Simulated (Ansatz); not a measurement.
# Single-point calculation, with input and output: WS2

WS2 (R3m, 3 atoms in the cell), computed with DFT, LDA, all-electron LAPW, scalar-relativistic; levels at fixed fractional wave vectors of a strained or displaced cell, no spin polarisation (Ansatz 0.2.0).

The structure derives from an entry of the Crystallography Open Database. It belongs to a series of runs on one base structure; here: under 15 GPa. Figures and captions count atoms from 1; the log counts them from 0 in places.

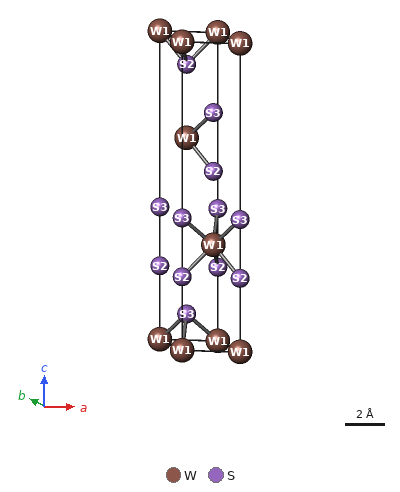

*The input geometry (ball-and-stick view of the cell 3 times as large as that of the calculation, set on its symmetry axes, seen slightly off an axis; atoms are numbered from 1 in the order of the input).*

Near neighbours in the crystal (not all of them lie inside the picture): W has 6 S at 2.35 to 2.36 Å; S has 3 W at 2.35 to 2.36 Å.

## Summary

| quantity | value |
| --- | --- |
| outcome | converged |
| space group (tolerance 0.01 Å) | R3m (160) |
| electrons in bands (core shells apart) | 72 |
| free energy | −460610.3811 eV |
| Fermi energy | 18.732 eV |
| gap on the k-point mesh | 0.39 eV |
| pressure | 14.99 GPa |
| largest force (length of the vector) | 0.006 eV/Å |
| hardware | 1 thread of Arm Neoverse V1, 112 GiB of memory available, shared host |
| wall time | 2.2 min |
| peak memory | 0.49 GiB |

## Remarks

Spin–orbit coupling is left out, which matters for W. The cell is under a pressure of 15.0 GPa at this level, so it is not at its equilibrium volume.

## Input file
```yaml
crystal:
  lattice:
    - [1.52312155105, 0.87937463751, 5.47246013458]
    - [-1.52312155105, 0.87937463751, 5.47246013458]
    - [0.0, -1.75874927502, 5.47246013458]
  atoms:
    - { symbol: W, position: [-0.000539923848, -0.000539923848, -0.000539923848] }
    - { symbol: S, position: [0.761255739501, 0.761255739501, 0.761255739501] }
    - { symbol: S, position: [0.570584184346, 0.570584184346, 0.570584184346] }
kpoints:
  mp_grid: { grid: [8, 8, 8] }
scf:
  occupations: { method: fixed }
  convergence: { dr2_threshold: 1.0e-10 }
hamiltonian:
  xc: lda
  pseudopotentials: { kind: all_electron, lapw: { basis_error: 0.0005 } }
output:
  forces: true
  stress: true
  eigenstates:
    kpoints:
      - [0.0, 0.0, 0.0]
      - [0.0, -0.179714027, 0.179714027]
      - [-0.179714027, 0.0, 0.179714027]
      - [-0.179714027, 0.179714027, 0.0]
      - [0.5, 0.5, 0.5]
      - [0.0, 0.0, 0.5]
      - [0.0, 0.5, 0.0]
      - [0.5, 0.0, 0.0]
      - [0.5, 0.0, 0.5]
      - [0.5, 0.5, 0.0]
      - [0.0, 0.5, 0.5]
  eigenvalues: true
```

Run as:
```bash
ansatz run input.yaml --threads 1 --pin off --max-ram 3072MiB --backend cpu --events-out ev --progress --plain --runs-dir out
```

## What the program printed
```
LAPW: plane waves up to 9.302 Å⁻¹, error target 5.0e-4 eV per atom; small_component_spin mean_spin; S in spheres of 1.015 Å, 14 of its electrons in bands, Dirac shells []; W in spheres of 1.337 Å, 44 of its electrons in bands, Dirac shells [] (how accurate: hamiltonian.pseudopotentials.lapw.basis_error, Limitations)
Engine: ansatz 0.2.0, aarch64-unknown-linux-gnu
Pseudopotentials: kind: all_electron
Pseudopotential: W, LAPW, valence charge 44, lapw/all_electron/scalar/gaussian/W, Koelling and Harmon's equation, gaussian nucleus
Pseudopotential: S, LAPW, valence charge 14, lapw/all_electron/scalar/gaussian/S, Koelling and Harmon's equation, gaussian nucleus
Functional definition: SPW92
  exchange = slater_x
  correlation = pw_c
davidson cushion auto → on  (no smearing: the cushion is to keep the highest requested band from converging to the state above it; pin scf.eigensolver.cushion to override)
Crystal: 3 atoms, lattice volume = 43.979 Å³
Basis set: ecut = 329.7002866918138 eV, 611 PW (Γ), FFT grids on a1−a3, a2−a3, a3, exchange–correlation at level 2
Bands: 44, of which v1, the nominal top of the filled ones, is band 36 counted from 1 (35 counted from 0)
Symmetry: 6 space group operations
Space group: R3m (ITA 160), of the structure as read, at distance tolerance 3.5e-5 Å
k-points: 65 of 512 (time reversal used)
Non-local potential: W, projectors of the file, none
Non-local potential: S, projectors of the file, none
Initial density: superposition of atomic densities (chi_scale 0.1, normalization cell, long waves kept (reshape's long-wave potential 0.04 eV rms))
Initial wavefunctions: plane waves of lowest kinetic energy (no species holds an atomic orbital)
Functional: x = slater, c = lda
iter 1 solved again at ethr=1.46e-3 eV; its pass at ethr=1.00e-1 eV (dr2=1.05e0 eV) is discarded
SCF iter   1: F=—  HF=-460610.822288 eV  |F-HF|=—  |Δ(HF+E_count)|=         —  Δρ=4.11e-2  dr2=1.06e0  ethr=1.46e-3  ⟨swp⟩=2.0  Hψ=18144  notcnv=0
preconditioner: auto → Resta (q_TF=auto, 2.962 Å⁻¹)  ε∞=3.2  [insulator: Δε(μ)=0.312 eV  Ē_g=21.592 eV  n_scr=22 (ndim 8)  ℏωp=31.7 eV  f_vac=0.014  ε∞_Penn≈3.2]
SCF iter   2: F=—  HF=-460610.472656 eV  |F-HF|=—  |Δ(HF+E_count)|=   3.50e-1  Δρ=1.96e-2  dr2=3.41e-1  ethr=1.46e-3  ⟨swp⟩=3.0  Hψ=8617  notcnv=0
SCF iter   3: F=—  HF=-460610.427185 eV  |F-HF|=—  |Δ(HF+E_count)|=   4.55e-2  Δρ=1.31e-2  dr2=1.27e-1  ethr=4.74e-4  ⟨swp⟩=3.0  Hψ=8672  notcnv=0
iter 4 solved again at ethr=1.11e-5 eV; its pass at ethr=1.76e-4 eV (dr2=8.01e-3 eV) is discarded
SCF iter   4: F=—  HF=-460610.382240 eV  |F-HF|=—  |Δ(HF+E_count)|=   4.49e-2  Δρ=4.30e-3  dr2=8.00e-3  ethr=1.11e-5  ⟨swp⟩=2.0  Hψ=14817  notcnv=0
SCF iter   5: F=—  HF=-460610.381334 eV  |F-HF|=—  |Δ(HF+E_count)|=         —  Δρ=8.09e-4  dr2=3.39e-4  ethr=1.11e-5  ⟨swp⟩=2.3  Hψ=8534  notcnv=0
the basis was enlarged: its passes take 304.1 KiB over the memory plan, 1 of 1 planned eigensolver slots
SCF iter   6: F=—  HF=-460610.381157 eV  |F-HF|=—  |Δ(HF+E_count)|=   1.76e-4  Δρ=3.30e-4  dr2=4.75e-5  ethr=4.71e-7  ⟨swp⟩=3.0  Hψ=8689  notcnv=0
SCF iter   7: F=—  HF=-460610.381140 eV  |F-HF|=—  |Δ(HF+E_count)|=   1.70e-5  Δρ=9.83e-5  dr2=4.47e-6  ethr=6.60e-8  ⟨swp⟩=2.7  Hψ=8560  notcnv=0
SCF iter   8: F=—  HF=-460610.381141 eV  |F-HF|=—  |Δ(HF+E_count)|=   5.88e-7  Δρ=2.79e-5  dr2=4.21e-7  ethr=6.21e-9  ⟨swp⟩=3.0  Hψ=8799  notcnv=0
SCF iter   9: F=—  HF=-460610.381141 eV  |F-HF|=—  |Δ(HF+E_count)|=   4.99e-8  Δρ=9.31e-6  dr2=1.02e-7  ethr=5.85e-10  ⟨swp⟩=3.0  Hψ=9264  notcnv=0
SCF iter  10: F=—  HF=-460610.381141 eV  |F-HF|=—  |Δ(HF+E_count)|=   2.66e-8  Δρ=3.43e-6  dr2=7.71e-9  ethr=1.41e-10  ⟨swp⟩=3.0  Hψ=8778  notcnv=0
SCF iter  11: F=—  HF=-460610.381141 eV  |F-HF|=—  |Δ(HF+E_count)|=  5.82e-10  Δρ=9.43e-7  dr2=6.99e-10  ethr=1.21e-11 (applied; sched 1.07e-11)  ⟨swp⟩=3.0  Hψ=8758  notcnv=0
SCF iter  12: F=—  HF=-460610.381141 eV  |F-HF|=—  |Δ(HF+E_count)|=  2.33e-10  Δρ=4.72e-7  dr2=2.20e-10  ethr=1.16e-11 (applied; sched 1.00e-12)  ⟨swp⟩=2.0  Hψ=8515  notcnv=0
SCF iter  13: F=-460610.381141 eV  HF=-460610.381141 eV  |F-HF|=2.33e-10  |Δ(HF+E_count)|=   1.11e-9  Δρ=1.52e-7  dr2=1.46e-11  ethr=1.16e-11 (applied; sched 1.00e-12)  ⟨swp⟩=2.0  Hψ=8515  notcnv=0
SCF 1 converged in 13 iterations: F = -460610.381141 eV  dr2 = 1.46e-11
```

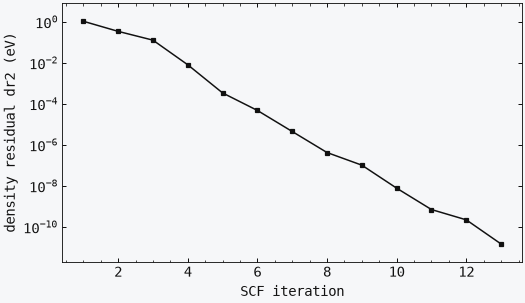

*Convergence of the self-consistent field: density residual dr2 against the SCF iteration.*

The residual falls at every step.

```
NSCF: frozen V_eff on 11 k-points
SCF converged after 13 iterations
Free energy (F): -460610.381141 eV
Harris-Foulkes:  -460610.381141 eV  (|F-HF|=2.33e-10)
Internal energy: -460610.381141 eV  (E = F + TS)
E sigma→0 (E₀):  -460610.381141 eV
Fermi energy:    18.731770 eV
--- Per-component energies (eV) ---
  E_band       = -7055.016769
  E_kinetic    = 513218.973988
  E_xc         = -9910.840182
  E_electrostatic = -963918.514947  (all electrons and nuclei)
  E_smearing   = -0.000000  (= −TS)
  E_closure    = 0.000000  (closes the sum)
  E_atoms      = -460585.883651  (free atoms, spherical and without spin; not in F)
  Σ components = -460610.381141   (vs F -460610.381141, Δ=0.00e0)
  Basis errors (estimates in eV, not in F): energy 2.1e-4 per atom: plane waves 1.9e-4 (1.1e-4 summed), levels above the bands 0.0e0, relativity 7.2e-9, radial functions 2.2e-5, core shells 5.7e-8; eigenvalues (radial functions only) 6.9e-7; not estimated: angular momenta, meshes, grids; target (lapw.basis_error) 5.0e-4; muffin-tin radii S 1.015 Å, W 1.337 Å
--- Forces (eV/Å), atoms counted from 1 ---
  atom   1  W      0.00000000     0.00000000     0.00085615
  atom   2  S      0.00000000     0.00000000    -0.00583860
  atom   3  S     -0.00000000    -0.00000000     0.00498201
  max |Σ_I F_I| component: 4.37e-7 eV/Å
--- Stress (GPa, compression-positive) ---
       15.007149       0.000000       0.000000
        0.000000      15.007149       0.000000
        0.000000       0.000000      14.967391
  P = ⅓ Tr σ = 14.9939 GPa (149.939 kbar)
--- Band table (eV; the first three rows and the last of 65) ---
  k-point 0: bands = ["-399.2578", "-399.2548", "-399.2548", "-214.8634", "-214.8634", "-214.8531", "-214.8531", "-214.8458", "-186.9731", "-186.9464", "-132.6741", "-132.6741", "-132.6521", "-132.6506", "-132.6506", "-132.6182", "-56.2327", "-20.6565", "-20.3274", "-20.3274", "-10.4793", "-10.4793", "-10.4725", "-10.4580", "-10.4571", "-10.4571", "-10.4437", "1.5036", "4.5456", "9.1880", "14.5875", "14.5875", "15.8501", "15.8501", "16.3783", "17.8758", "20.3238", "20.3238", "21.0598", "21.0598", "23.4753", "25.4450", "28.0245", "28.0245"]
  k-point 1: bands = ["-399.2578", "-399.2548", "-399.2548", "-214.8634", "-214.8634", "-214.8531", "-214.8531", "-214.8458", "-186.9731", "-186.9464", "-132.6741", "-132.6741", "-132.6521", "-132.6506", "-132.6506", "-132.6182", "-56.2280", "-20.6413", "-20.4089", "-20.3460", "-10.4796", "-10.4781", "-10.4701", "-10.4587", "-10.4575", "-10.4569", "-10.4466", "1.8154", "4.5919", "9.5739", "13.8968", "14.9008", "15.0564", "15.3799", "16.4346", "17.5092", "20.1479", "20.6387", "20.6760", "21.0010", "24.6773", "26.2247", "27.3389", "28.5387"]
  k-point 2: bands = ["-399.2578", "-399.2548", "-399.2548", "-214.8634", "-214.8634", "-214.8531", "-214.8531", "-214.8458", "-186.9731", "-186.9464", "-132.6741", "-132.6741", "-132.6521", "-132.6506", "-132.6506", "-132.6182", "-56.2167", "-20.6044", "-20.6014", "-20.3906", "-10.4804", "-10.4752", "-10.4644", "-10.4620", "-10.4597", "-10.4539", "-10.4522", "2.6646", "4.7278", "10.3993", "12.6052", "13.6865", "14.5227", "15.6997", "16.1091", "16.5401", "19.5220", "20.5194", "21.4622", "21.4913", "24.9117", "26.3298", "27.9071", "28.5338"]
  k-point 64: bands = ["-399.2578", "-399.2548", "-399.2548", "-214.8634", "-214.8634", "-214.8531", "-214.8531", "-214.8458", "-186.9731", "-186.9464", "-132.6741", "-132.6741", "-132.6521", "-132.6506", "-132.6506", "-132.6182", "-56.2327", "-20.6571", "-20.3274", "-20.3274", "-10.4793", "-10.4793", "-10.4725", "-10.4580", "-10.4571", "-10.4571", "-10.4437", "2.4285", "2.9035", "11.6837", "13.2666", "14.5114", "14.5114", "16.0133", "16.0133", "18.7318", "20.3589", "20.3589", "20.8301", "20.8301", "23.4952", "27.0057", "27.5296", "27.5296"]
```
